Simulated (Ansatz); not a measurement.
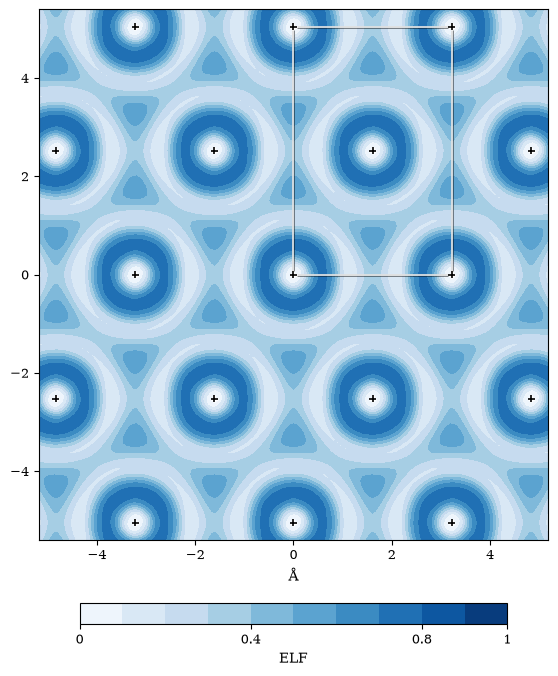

The electron localisation function on a plane through atoms (crosses mark nuclei in the plane).

All numbers below come from DFT r2SCAN, scalar-relativistic, plane waves, PAW (Ansatz).

Candidates:
A. TiAl, a = 2.87 Å, b = 2.87 Å, c = 4.75 Å, α = 90.00°, β = 90.00°, γ = 120.00°. Space group P-6m2; a structure from a database of computed crystals, not necessarily the ambient phase; changed on purpose from its base cell (strain +0.000 along x and y, +0.015 along z, atoms carried along); computed pressure about −3 GPa in this cell; computed without spin polarisation.
B. Ta, a = 3.22 Å, b = 3.22 Å, c = 3.88 Å, α = 90.00°, β = 90.00°, γ = 90.00°. Space group I4/mmm; changed on purpose from its base cell (strain +0.080 along x and y, -0.080 along z, atoms carried along); computed pressure about −16 GPa in this cell; computed without spin polarisation.

Question: Which system is this?

Answer: Candidate B: Ta on the (101) plane of the conventional cell, which holds Ta. Ta–Ta (2.99 Å): the ELF is about 0.30 at the midpoint. Ta–Ta (3.22 Å): the ELF is about 0.40 at the midpoint.
